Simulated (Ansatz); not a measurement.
**Run report: Si25O48 (charge −1), single-point calculation (part 1 of 2)**

Si25O48 (defect cell, 73 atoms in the cell, total charge −1), computed with DFT, HSE06, PAW, plane waves (Ansatz 0.2.0).

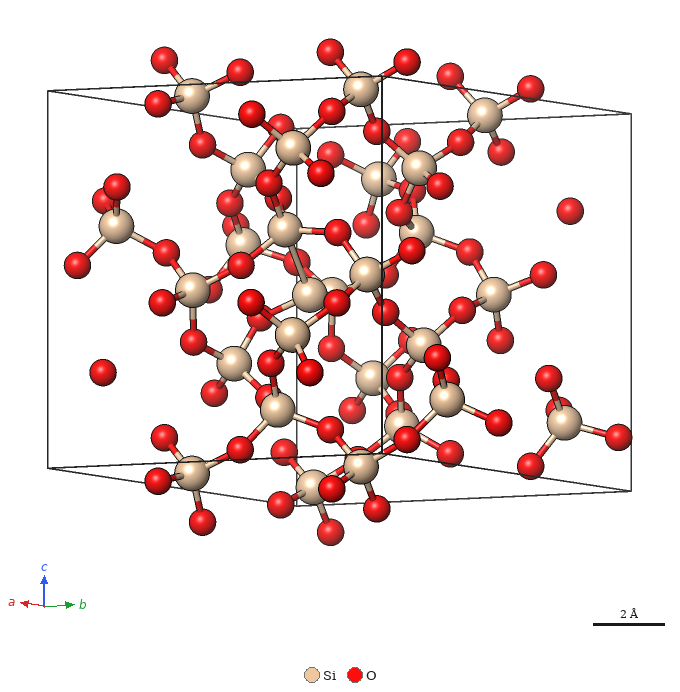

Fig. 1: The input geometry (ball-and-stick view of the cell of the calculation, seen at an oblique angle; bonded neighbours outside the cell are drawn too). Near neighbours in the crystal (not all of them lie inside the picture): Si has 4 O at 1.59 to 1.64 Å; Si has 4 O at 1.67 to 1.72 Å and 1 Si at 2.46 Å; Si has 3 O at 1.64 to 1.66 Å and 1 Si at 2.26 Å; Si has 1 O at 1.73 Å and 2 Si at 2.26 to 2.46 Å; O has 2 Si at 1.59 to 1.73 Å.

## The input
```yaml
crystal:
  lattice:
    - [9.901639, 0.000000, 0.000000]
    - [-4.950819, 8.575071, 0.000000]
    - [0.000000, 0.000000, 10.885880]
  atoms:
    - { symbol: Si, position: [0.236865, 0.977008, 0.158434] }
    - { symbol: Si, position: [0.222825, 0.006226, 0.669226] }
    - { symbol: Si, position: [0.249964, 0.500593, 0.166957] }
    - { symbol: Si, position: [0.227657, 0.527898, 0.680820] }
    - { symbol: Si, position: [0.731481, 0.994768, 0.169894] }
    - { symbol: Si, position: [0.773726, 0.037168, 0.662647] }
    - { symbol: Si, position: [0.719302, 0.479043, 0.163971] }
    - { symbol: Si, position: [0.714863, 0.497834, 0.641448] }
    - { symbol: Si, position: [0.010143, 0.235500, 0.328521] }
    - { symbol: Si, position: [0.028771, 0.266736, 0.852844] }
    - { symbol: Si, position: [0.984633, 0.721227, 0.326318] }
    - { symbol: Si, position: [0.974369, 0.715541, 0.823243] }
    - { symbol: Si, position: [0.510667, 0.193373, 0.318682], spin: 0.25 }
    - { symbol: Si, position: [0.505046, 0.230683, 0.831779] }
    - { symbol: Si, position: [0.490459, 0.745011, 0.347707] }
    - { symbol: Si, position: [0.511727, 0.747230, 0.814511] }
    - { symbol: Si, position: [0.275604, 0.255045, 0.012082] }
    - { symbol: Si, position: [0.240209, 0.284176, 0.524388], spin: 0.25 }
    - { symbol: Si, position: [0.250110, 0.748743, 0.980927] }
    - { symbol: Si, position: [0.238556, 0.766939, 0.506272] }
    - { symbol: Si, position: [0.755924, 0.250021, 0.000811] }
    - { symbol: Si, position: [0.771127, 0.263762, 0.484160] }
    - { symbol: Si, position: [0.736651, 0.741011, 0.001173] }
    - { symbol: Si, position: [0.778910, 0.790830, 0.504347] }
    - { symbol: Si, position: [0.500537, 0.411868, 0.493023], spin: 0.25 }
    - { symbol: O, position: [0.211647, 0.119969, 0.116691] }
    - { symbol: O, position: [0.185194, 0.138238, 0.622050] }
    - { symbol: O, position: [0.227619, 0.628442, 0.090994] }
    - { symbol: O, position: [0.189012, 0.657926, 0.628402] }
    - { symbol: O, position: [0.689210, 0.117762, 0.107240] }
    - { symbol: O, position: [0.704647, 0.135224, 0.594986] }
    - { symbol: O, position: [0.686228, 0.611829, 0.109650] }
    - { symbol: O, position: [0.752348, 0.683078, 0.622570] }
    - { symbol: O, position: [0.374315, 0.032383, 0.259999] }
    - { symbol: O, position: [0.371485, 0.076815, 0.762241] }
    - { symbol: O, position: [0.369146, 0.582849, 0.280806] }
    - { symbol: O, position: [0.413550, 0.614748, 0.711886] }
    - { symbol: O, position: [0.879209, 0.075663, 0.262467] }
    - { symbol: O, position: [0.921495, 0.148927, 0.747199] }
    - { symbol: O, position: [0.850287, 0.556250, 0.271123] }
    - { symbol: O, position: [0.863937, 0.560667, 0.746981] }
    - { symbol: O, position: [0.449489, 0.226132, 0.444829], spin: 0.25 }
    - { symbol: O, position: [0.431168, 0.273179, 0.949335] }
    - { symbol: O, position: [0.400198, 0.792928, 0.447324] }
    - { symbol: O, position: [0.396113, 0.784803, 0.893467] }
    - { symbol: O, position: [0.937469, 0.296342, 0.432866] }
    - { symbol: O, position: [0.923059, 0.273068, 0.962422] }
    - { symbol: O, position: [0.914740, 0.801858, 0.415017] }
    - { symbol: O, position: [0.887127, 0.765852, 0.926551] }
    - { symbol: O, position: [0.140958, 0.208511, 0.395291] }
    - { symbol: O, position: [0.141206, 0.206130, 0.908172] }
    - { symbol: O, position: [0.105230, 0.687013, 0.401455] }
    - { symbol: O, position: [0.092996, 0.680379, 0.901979] }
    - { symbol: O, position: [0.663968, 0.185931, 0.360832] }
    - { symbol: O, position: [0.635707, 0.191753, 0.885997] }
    - { symbol: O, position: [0.622284, 0.729425, 0.422052] }
    - { symbol: O, position: [0.591404, 0.680013, 0.906767] }
    - { symbol: O, position: [0.084292, 0.368188, 0.221539] }
    - { symbol: O, position: [0.133174, 0.444876, 0.805254] }
    - { symbol: O, position: [0.073711, 0.839492, 0.213117] }
    - { symbol: O, position: [0.072382, 0.871451, 0.739932] }
    - { symbol: O, position: [0.560315, 0.333906, 0.218474] }
    - { symbol: O, position: [0.581200, 0.378080, 0.742225] }
    - { symbol: O, position: [0.573444, 0.874023, 0.241167] }
    - { symbol: O, position: [0.639715, 0.904919, 0.747932] }
    - { symbol: O, position: [0.317542, 0.419856, 0.074710] }
    - { symbol: O, position: [0.175374, 0.394839, 0.579385] }
    - { symbol: O, position: [0.289004, 0.914582, 0.040545] }
    - { symbol: O, position: [0.261091, 0.931979, 0.549900] }
    - { symbol: O, position: [0.783150, 0.414340, 0.054704] }
    - { symbol: O, position: [0.791297, 0.422817, 0.541629] }
    - { symbol: O, position: [0.771686, 0.904719, 0.063447] }
    - { symbol: O, position: [0.831792, 0.963957, 0.555585] }
  symmetry: { detect: false }
kpoints:
  mp_grid: { grid: [1, 1, 1], shift: [0.25, 0.25, 0.25] }
hamiltonian:
  xc: hse06
total_charge: -1
magnetization:
  spin_polarized: true
scf:
  occupations: { method: fermi_dirac, width: 0.01 }
output:
  forces: true
  eigenvalues: true
  populations: true
  charged_corrections: { epsilon: 4.5 }
  eigenstates: { kpoints: [[0.25, 0.25, 0.25]], e_range: [-6.0, 6.0], localisation: true }
```

Run on 8 threads of Arm Neoverse-V2, 16 GiB of memory available, shared host.

Run as:
```bash
ansatz run in.yaml --threads 8 --pin off --max-ram 15200MiB --runs-dir r --events-out ev --progress --plain
```

## What the program printed
```
Pseudopotentials: kind: paw
Functional definition: HSE06
  parameter a = 0.25
  parameter omega = 0.11/bohr
  exchange = pbe_x - a*pbe_x_sr(omega) + a*exact_x_sr(omega)
  correlation = pbe_c
Crystal: 73 atoms, lattice volume = 924.290 Å³
Basis set: ecut = 420 eV, 18049 PW (Γ), exchange–correlation on 144×144×150 points (8 copies of the dense FFT grid, shifted against one another)
Bands: 268, of which v1, the nominal top of the filled ones, is band 195 counted from 1 (194 counted from 0)
Symmetry: 1 space group operations
k-points: 1
Non-local potential: Si, projectors of the file, l = 0: 2, l = 1: 2, l = 2: 2
Non-local potential: O, projectors of the file, l = 0: 2, l = 1: 2, l = 2: 1
PAW form: soft (Blöchl's): semilocal exchange-correlation on the pseudo side does not see the compensation charge
PAW frozen core: Si, regenerated for the run's functional, and the local potential with it (the file was generated under x = pbe(κ = 0.804, μ = 0.2195149727645171), c = pbe(β = 0.06672455060314922))
PAW frozen core: O, regenerated for the run's functional, and the local potential with it (the file was generated under x = pbe(κ = 0.804, μ = 0.2195149727645171), c = pbe(β = 0.06672455060314922))
PAW one-centre angular grid: Si, 110 points (default); XC on 64 Gauss nodes
PAW one-centre angular grid: O, 110 points (default); XC on 96 Gauss nodes
Initial density: superposition of atomic densities (chi_scale 0.1, normalization cell, long waves kept (reshape's long-wave potential 0.42 eV rms))
Starting moments: Σ|m| = 1 μB on 4 of 73 sites
Initial wavefunctions: pseudopotential atomic-orbital guess
Functional: x = pbe(κ = 0.804, μ = 0.2195149727645171), c = pbe(β = 0.06672455060314922), warm-up for x = pbe(κ = 0.804, μ = 0.2195149727645171) + 0.25 (exact − pbe) at short range (hse, ω = 0.20786987370883472 Å⁻¹), c = pbe(β = 0.06672455060314922); HSE06 as pw.x's `hse` composes it (authors' and Libxc's form: `xc: wpbeh`)
iter 1 solved again at ethr=3.32e-2 eV; its pass at ethr=1.00e-1 eV (dr2=1.29e2 eV) is discarded
SCF iter   1: F=—  HF=-43237.936966 eV  |F-HF|=—  |Δ(HF+E_count)|=         —  Δρ=6.10e-2 (↑6.09e-2 ↓6.10e-2)  dr2=1.28e2  dr2_m=1.27e-1  M=1.000 μB ∫|m|=1.052 μB  β_m=0.30  ethr=3.32e-2  ⟨swp⟩=2.0  Hψ=2890  notcnv=0
preconditioner: auto → none  [insulator: Δε(μ)=0.208 eV  Ē_g=17.659 eV  σ=0.010 eV  W_gap=1.00  n_scr=212 (ndim 8)  ℏωp=24.1 eV  f_vac=0.016  D(μ)=0.01/eV (n_scr^D=0)]
SCF iter   2: F=—  HF=-43201.436780 eV  |F-HF|=—  |Δ(HF+E_count)|=    3.65e1  Δρ=2.37e-2 (↑2.37e-2 ↓2.36e-2)  dr2=1.59e1  dr2_m=6.30e-2  M=1.000 μB ∫|m|=1.061 μB  β_m=0.30  ethr=3.28e-2  ⟨swp⟩=4.5  Hψ=1184  notcnv=0
SCF iter   3: F=—  HF=-43200.839311 eV  |F-HF|=—  |Δ(HF+E_count)|=   5.97e-1  Δρ=1.51e-2 (↑1.51e-2 ↓1.51e-2)  dr2=2.95e0  dr2_m=3.35e-2  M=1.000 μB ∫|m|=1.053 μB  β_m=0.30  ethr=4.09e-3  ⟨swp⟩=6.0  Hψ=1689  notcnv=0
SCF iter   4: F=—  HF=-43201.157385 eV  |F-HF|=—  |Δ(HF+E_count)|=   3.18e-1  Δρ=5.46e-3 (↑5.46e-3 ↓5.46e-3)  dr2=8.96e-1  dr2_m=1.86e-2  M=1.000 μB ∫|m|=1.054 μB  β_m=0.30  ethr=7.59e-4  ⟨swp⟩=14.0  Hψ=1628  notcnv=0  defer=4
iter 5 solved again at ethr=6.06e-6 eV; its pass at ethr=2.30e-4 eV (dr2=2.36e-2 eV) is discarded
SCF iter   5: F=—  HF=-43201.087622 eV  |F-HF|=—  |Δ(HF+E_count)|=   6.98e-2  Δρ=1.45e-3 (↑1.45e-3 ↓1.38e-3)  dr2=2.31e-2  dr2_m=1.03e-2  M=1.000 μB ∫|m|=1.056 μB  β_m=0.30  ethr=6.06e-6  ⟨swp⟩=6.0  Hψ=3023  notcnv=0  defer=30
SCF iter   6: F=—  HF=-43201.097788 eV  |F-HF|=—  |Δ(HF+E_count)|=   1.02e-2  Δρ=9.19e-4 (↑9.19e-4 ↓8.83e-4)  dr2=2.17e-3  dr2_m=5.95e-3  M=1.000 μB ∫|m|=1.059 μB  β_m=0.30  ethr=5.94e-6  ⟨swp⟩=7.0  Hψ=1615  notcnv=0  defer=17
SCF iter   7: F=—  HF=-43201.106365 eV  |F-HF|=—  |Δ(HF+E_count)|=   8.58e-3  Δρ=6.64e-4 (↑6.64e-4 ↓6.47e-4)  dr2=4.62e-4  dr2_m=3.40e-3  M=1.000 μB ∫|m|=1.062 μB  β_m=0.30  ethr=5.57e-7  ⟨swp⟩=6.0  Hψ=1410  notcnv=0  defer=17
Mixer restart at iter 7: flushing history
spin-set hold released at iteration 7 (site moments contracting): the magnetisation degrees of freedom join the quasi-Newton model from the next iteration; the mixer history was flushed
SCF iter   8: F=—  HF=-43201.110773 eV  |F-HF|=—  |Δ(HF+E_count)|=   4.41e-3  Δρ=4.96e-4 (↑4.96e-4 ↓4.90e-4)  dr2=1.75e-4  dr2_m=1.95e-3  M=1.000 μB ∫|m|=1.064 μB  β_m=0.65  ethr=1.19e-7  ⟨swp⟩=8.0  Hψ=1317  notcnv=0  defer=10
SCF iter   9: F=—  HF=-43201.117027 eV  |F-HF|=—  |Δ(HF+E_count)|=   6.25e-3  Δρ=1.14e-4 (↑1.14e-4 ↓1.06e-4)  dr2=2.37e-4  dr2_m=3.32e-5  M=1.000 μB ∫|m|=1.073 μB  β_m=0.56  ethr=4.50e-8  ⟨swp⟩=6.5  Hψ=1894  notcnv=0  defer=7
SCF iter  10: F=-43201.117051 eV  HF=-43201.117044 eV  |F-HF|=7.68e-6  |Δ(HF+E_count)|=   1.72e-5  Δρ=3.35e-5 (↑2.79e-5 ↓3.35e-5)  dr2=5.31e-6  dr2_m=6.17e-6  M=1.000 μB ∫|m|=1.075 μB  ethr=4.50e-8  ⟨swp⟩=6.0  Hψ=1284  notcnv=0  defer=3
SCF 1 stopped early in 10 iterations: F = -43201.117051 eV  dr2 = 5.31e-6
  greatest PAW one-centre occupation: 0.868 electrons in one spin orbital (limit 2), on the O atom at site 41 (counted from 0), in its partial waves of l = 0
Initial density: handed on by an earlier stage of this run
Starting moments: Σ|m| = 1 μB on 4 of 73 sites; this step starts from the density that it was given
Initial wavefunctions: those handed on with the density
Functional: x = pbe(κ = 0.804, μ = 0.2195149727645171) + 0.25 (exact − pbe) at short range (hse, ω = 0.20786987370883472 Å⁻¹), c = pbe(β = 0.06672455060314922); HSE06 as pw.x's `hse` composes it (authors' and Libxc's form: `xc: wpbeh`)
Exchange kernel: α = 0.2500, screened, ω = 0.2079 Å⁻¹, Wigner–Seitz truncation, v(0) = 895.0449 eV·Å³, q-mesh 1×1×1, nearest image of the exchange supercell L = 9.90 Å, pair-density grid 45×45×54, without the augmentation charges, whose exchange is taken in its separable form (sized by the pseudopotential files, 60×60×75 at the most)
Frozen-core exchange: fock
SCF iter   1: F=—  HF=-43209.828672 eV  |F-HF|=—  |Δ(HF+E_count)|=         —  Δρ=3.48e-3 (↑3.47e-3 ↓3.48e-3)  dr2=3.30e-1  dr2_m=2.83e-4  M=1.000 μB ∫|m|=1.106 μB  β_m=0.30  ethr=1.36e-8  ⟨swp⟩=17.0  Hψ=3981  notcnv=0
preconditioner: auto → none  [insulator: Δε(μ)=2.254 eV  Ē_g=18.676 eV  σ=0.010 eV  W_gap=1.00  n_scr=212 (ndim 8)  ℏωp=23.7 eV  f_vac=0.107  D(μ)=0.00/eV (n_scr^D=0)]
SCF iter   2: F=—  HF=-43209.888328 eV  |F-HF|=—  |Δ(HF+E_count)|=   5.97e-2  Δρ=2.65e-3 (↑2.64e-3 ↓2.65e-3)  dr2=1.51e-1  dr2_m=2.51e-4  M=1.000 μB ∫|m|=1.100 μB  β_m=0.52  ethr=1.36e-8  ⟨swp⟩=7.0  Hψ=2552  notcnv=0
SCF iter   3: F=—  HF=-43209.836137 eV  |F-HF|=—  |Δ(HF+E_count)|=   5.22e-2  Δρ=9.24e-4 (↑9.24e-4 ↓9.19e-4)  dr2=1.62e-2  dr2_m=3.30e-5  M=1.000 μB ∫|m|=1.103 μB  β_m=0.58  ethr=1.36e-8  ⟨swp⟩=7.0  Hψ=2550  notcnv=0
SCF iter   4: F=—  HF=-43209.831037 eV  |F-HF|=—  |Δ(HF+E_count)|=   5.10e-3  Δρ=2.81e-4 (↑2.81e-4 ↓2.81e-4)  dr2=3.00e-3  dr2_m=9.80e-6  M=1.000 μB ∫|m|=1.102 μB  β_m=0.53  ethr=1.36e-8  ⟨swp⟩=5.0  Hψ=2282  notcnv=0
SCF iter   5: F=—  HF=-43209.830115 eV  |F-HF|=—  |Δ(HF+E_count)|=   9.22e-4  Δρ=1.47e-4 (↑1.47e-4 ↓1.46e-4)  dr2=7.84e-4  dr2_m=2.52e-6  M=1.000 μB ∫|m|=1.102 μB  β_m=0.66  ethr=1.36e-8  ⟨swp⟩=6.0  Hψ=1415  notcnv=0
SCF iter   6: F=-43209.829824 eV  HF=-43209.829832 eV  |F-HF|=8.07e-6  |Δ(HF+E_count)|=   2.83e-4  Δρ=2.34e-5 (↑2.34e-5 ↓2.31e-5)  dr2=1.45e-5  dr2_m=3.63e-7  M=1.000 μB ∫|m|=1.103 μB  ethr=1.36e-8  ⟨swp⟩=4.5  Hψ=1641  notcnv=0
SCF 2 stopped early in 6 iterations: F = -43209.829824 eV  dr2 = 1.45e-5
  Residual-converged pass: ⟨swp⟩=3.0  Hψ=1266  notcnv=0  max |occ|·‖R‖ = 5.4e-6 eV (tolerance 6.7e-6 eV)  dr2=1.44e-5  dr2_m=3.62e-7  dr2_onsite=6.65e-7  max |Δocc| = 0.0e0
  greatest PAW one-centre occupation: 0.871 electrons in one spin orbital (limit 2), on the O atom at site 41 (counted from 0), in its partial waves of l = 0
hybrid outer 1: dexx = +1.400e-1 eV, tail = 1.46e-4 eV
SCF iter   1: F=—  HF=-43209.828280 eV  |F-HF|=—  |Δ(HF+E_count)|=         —  Δρ=1.20e-5 (↑1.20e-5 ↓1.19e-5)  dr2=1.57e-6  dr2_m=7.63e-8  M=1.000 μB ∫|m|=1.103 μB  β_m=0.30  ethr=1.88e-7  ⟨swp⟩=16.0  Hψ=1560  notcnv=0
preconditioner: auto → none  [insulator: Δε(μ)=2.351 eV  Ē_g=19.082 eV  σ=0.010 eV  W_gap=1.00  n_scr=212 (ndim 8)  ℏωp=24.1 eV  f_vac=0.116  D(μ)=0.00/eV (n_scr^D=0)]
SCF iter   2: F=—  HF=-43209.828282 eV  |F-HF|=—  |Δ(HF+E_count)|=   2.15e-6  Δρ=8.88e-6 (↑8.88e-6 ↓8.87e-6)  dr2=7.19e-7  dr2_m=5.27e-8  M=1.000 μB ∫|m|=1.103 μB  β_m=0.49  ethr=3.76e-10  ⟨swp⟩=9.0  Hψ=1520  notcnv=0  defer=7
SCF iter   3: F=—  HF=-43209.828283 eV  |F-HF|=—  |Δ(HF+E_count)|=   5.96e-7  Δρ=3.64e-6 (↑3.64e-6 ↓3.54e-6)  dr2=2.70e-7  dr2_m=1.17e-8  M=1.000 μB ∫|m|=1.103 μB  β_m=0.47  ethr=1.83e-10  ⟨swp⟩=6.5  Hψ=1363  notcnv=0  defer=16
SCF iter   4: F=—  HF=-43209.828283 eV  |F-HF|=—  |Δ(HF+E_count)|=   5.76e-8  Δρ=1.92e-6 (↑1.92e-6 ↓1.85e-6)  dr2=2.60e-8  dr2_m=6.78e-9  M=1.000 μB ∫|m|=1.103 μB  β_m=0.62  ethr=6.66e-11  ⟨swp⟩=7.5  Hψ=1191  notcnv=0  defer=16
SCF iter   5: F=—  HF=-43209.828283 eV  |F-HF|=—  |Δ(HF+E_count)|=   4.86e-8  Δρ=7.25e-7 (↑7.23e-7 ↓7.25e-7)  dr2=1.27e-8  dr2_m=7.15e-10  M=1.000 μB ∫|m|=1.103 μB  β_m=0.62  ethr=6.61e-12  ⟨swp⟩=6.5  Hψ=1496  notcnv=0  defer=15
SCF iter   6: F=—  HF=-43209.828283 eV  |F-HF|=—  |Δ(HF+E_count)|=   3.27e-9  Δρ=2.38e-7 (↑2.38e-7 ↓2.24e-7)  dr2=7.74e-10  dr2_m=2.29e-10  M=1.000 μB ∫|m|=1.103 μB  β_m=0.77  ethr=3.17e-12  ⟨swp⟩=5.0  Hψ=1067  notcnv=0  defer=16
SCF iter   7: F=-43209.828283 eV  HF=-43209.828283 eV  |F-HF|=4.22e-10  |Δ(HF+E_count)|=  6.04e-10  Δρ=1.49e-7 (↑1.49e-7 ↓1.43e-7)  dr2=5.33e-10  dr2_m=2.45e-11  M=1.000 μB ∫|m|=1.103 μB  ethr=1.22e-12 (applied; sched 1.00e-12)  ⟨swp⟩=9.0  Hψ=961  notcnv=0
SCF 3 converged in 7 iterations: F = -43209.828283 eV  dr2 = 5.33e-10
  Residual-converged pass: ⟨swp⟩=4.0  Hψ=1221  notcnv=0  max |occ|·‖R‖ = 1.6e-7 eV (tolerance 2.7e-7 eV)  dr2=6.16e-10  dr2_m=2.66e-11  dr2_onsite=3.14e-11  max |Δocc| = 0.0e0
```

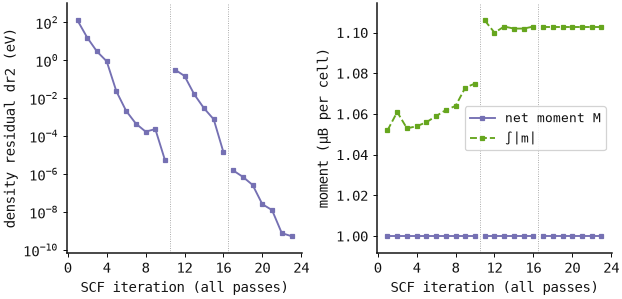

Fig. 2: Convergence of the self-consistent field: density residual dr2 and magnetic moment against the SCF iteration. The run starts with a semilocal functional; after that each stretch between dotted lines is one SCF of the hybrid functional between two exact rebuilds of the exchange operator by the outer loop. Early passes are stopped at a loose threshold. The passes take 10, 6 and 7 iterations. The net moment stays at 1.0 μB per cell.

```
hybrid outer 2: dexx = +1.811e-6 eV, tail = 1.88e-8 eV, Δε = 1.88e-3 eV (about 2.35e-5 eV left of the loop's levels), ΔF = 2.97e-3 eV/Å (tail 1.71e-4)
NSCF: frozen V_eff on 1 k-points
this state was not tested for a lower state beside it, because the functional holds exact exchange (a hybrid, or Hartree-Fock), whose exchange loop this test does not read (fock_operator); the stability check (scf.self_checks: high) cannot read this state: a pseudopotential is PAW: the check reads norm-conserving sets alone
hybrid SCF converged: 2 outer / 13 inner (+10 warm-up), last move |dexx| = 1.81e-6 eV, tail = 1.88e-8 eV
Magnetization: 1.0000 μB (195.0000 up, 194.0000 down)
Absolute magnetization: 1.1078 μB (∫|ρ↑−ρ↓|, with the PAW one-centre terms)
Spin contamination: 0.0061 ħ² per cell (⟨S²⟩ above its minimum at these occupations)
```
